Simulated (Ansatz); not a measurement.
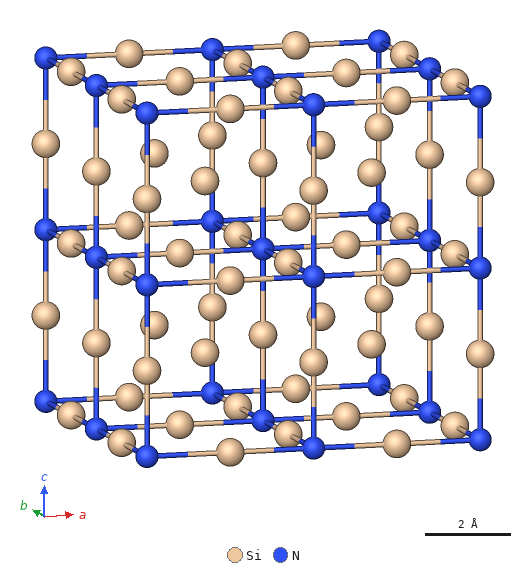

This is the input geometry for a relaxation of a crystal of Si4N (a generated structure, set up in Pm-3m). Style: ball-and-stick. Shown: the cell of the calculation, repeated 2 × 2 × 2 with one cell outlined, slightly off an axis.

All numbers below come from Ansatz, DFT PBE, scalar-relativistic, plane waves, PAW.

The input:
```yaml
crystal:
  lattice:
    - [4.11309652, 0.0, 0.0]
    - [0.0, 4.11309652, 0.0]
    - [0.0, 0.0, 4.11309652]
  atoms:
    - { symbol: Si, position: [0.5, 0.0, 0.0] }
    - { symbol: Si, position: [0.0, 0.5, 0.0] }
    - { symbol: Si, position: [0.0, 0.0, 0.5] }
    - { symbol: Si, position: [0.5, 0.5, 0.5] }
    - { symbol: "N", position: [0.0, 0.0, 0.0] }
basis:
  ecutwfc: 420
kpoints:
  mp_grid: { grid: [10, 10, 10] }
hamiltonian:
  xc: pbe
scf:
  occupations: { method: gaussian, width: 0.1 }
output:
  forces: true
  stress: true
  eigenvalues: true
  write_density: true
  write_potential: true
  elf: true
  volumetric_format: npy
relax:
  adjacent_minimum: "off"
  f_tol: 0.01
  max_steps: 80
  cell: { stress_tol: 0.05 }
```

Run as
```bash
ansatz run input.yaml --threads 1 --pin off --max-ram 2560MiB --backend cpu --events-out ev --progress --plain --runs-dir out
```

Q: What does the optimiser find from here?

A: Over 4 accepted moves (6 points after the start) the energy falls by 11.7 meV per atom. All forces vanish by symmetry, so only the cell relaxes. Pressure: −4.80 GPa at the start and 0.00 GPa at the end. At 2 points the geometry stayed and the basis and grid were re-selected for the new cell (energy shift of 0.5 meV per atom at most each time). The atoms keep their places relative to the cell (all moves are under 0.005 Å). The drawn cell changes as follows: a = b = c 4.113 → 4.039 Å (−1.8 %); the volume changes by −5.3 %. Near-neighbour distances that change, for instance: Si1–N5 2.057 → 2.019 Å. The space group stays Pm-3m (No. 221). The run took 44 s on 1 thread of Intel(R) Xeon(R) Processor @ 2.70GHz, with other jobs on the host, peak memory 0.39 GiB.

Final geometry:

```
CELL_PARAMETERS angstrom
4.03875 0.00000 0.00000
0.00000 4.03875 0.00000
0.00000 0.00000 4.03875
ATOMIC_POSITIONS crystal
Si 0.50000 0.00000 0.00000
Si 0.00000 0.50000 0.00000
Si 0.00000 0.00000 0.50000
Si 0.50000 0.50000 0.50000
N 0.00000 0.00000 0.00000
```

After the run, drawn alike:

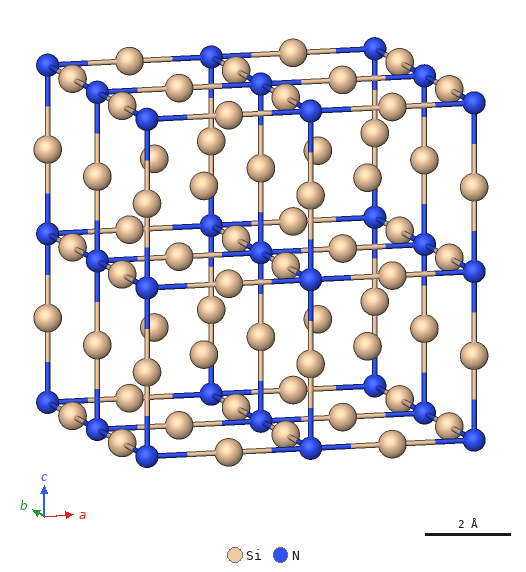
